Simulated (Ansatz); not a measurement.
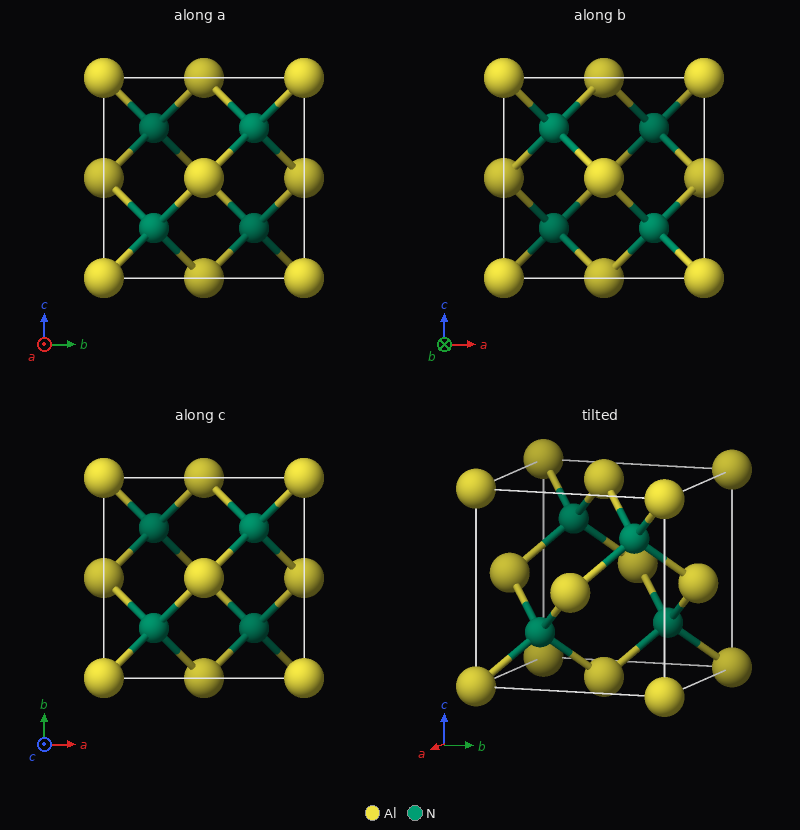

The image is a ball-and-stick drawing of a crystal, viewed along the a axis, along the b axis, along the c axis and slightly off an axis. Lines trace the edges of the conventional unit cell.

Lattice parameters: a = 4.5445 Å, b = 4.5445 Å, c = 4.5445 Å, α = 90.000°, β = 90.000°, γ = 90.000°.

Question: Convert the drawing into a CIF in P1 with every atom of the cell.

Answer:
```cif
data_structure
_symmetry_space_group_name_H-M 'P 1'
_symmetry_Int_Tables_number 1
_cell_length_a 4.5445
_cell_length_b 4.5445
_cell_length_c 4.5445
_cell_angle_alpha 90.000
_cell_angle_beta 90.000
_cell_angle_gamma 90.000
_cell_volume 93.86
loop_
_atom_site_label
_atom_site_type_symbol
_atom_site_fract_x
_atom_site_fract_y
_atom_site_fract_z
_atom_site_occupancy
Al1 Al 0.0000 0.0000 0.0000 1
N1 N 0.2500 0.2500 0.7500 1
Al2 Al 0.0000 0.5000 0.5000 1
N2 N 0.2500 0.7500 0.2500 1
Al3 Al 0.5000 0.0000 0.5000 1
N3 N 0.7500 0.2500 0.2500 1
Al4 Al 0.5000 0.5000 0.0000 1
N4 N 0.7500 0.7500 0.7500 1
```

Starting structure: a structure type filled with these elements by a generator (whether the compound takes this form wasn't checked). Earlier steps of the study may have refined or changed the cell and positions. An electronic-structure calculation with Ansatz was run on it.
